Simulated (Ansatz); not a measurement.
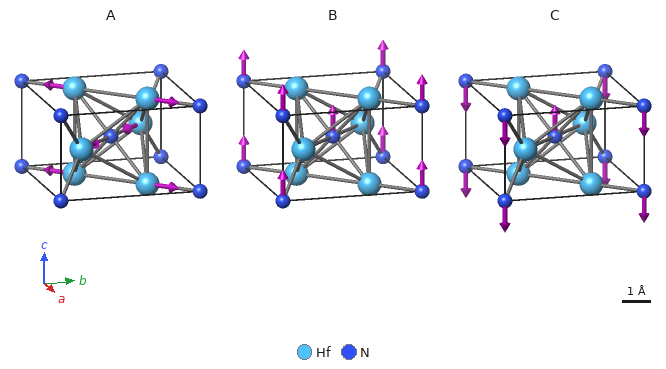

Modes of a crystal of Hf2N, space group P4₂/mnm (No. 136), at the zone centre. The purple arrows are the displacements of the atoms (eigenvector over the root of the mass), of arbitrary overall length and sign. A ball-and-stick model of the cell of the calculation, seen slightly off an axis.

These are results of DFT PBEsol, scalar-relativistic, plane waves, PAW (Ansatz 0.2.0), not measurements.

The frequencies depend somewhat on the k-mesh and the smearing.

### Which are infrared-active and which Raman-active?

A is A₁g, Raman-active by symmetry (155 cm⁻¹). B is A₂u, infrared-active by symmetry (568 cm⁻¹). C is B₁u, silent by symmetry (neither infrared- nor Raman-active) (548 cm⁻¹). The crystal has a centre of inversion, so no mode is both. In a metal the free carriers screen the infrared response.
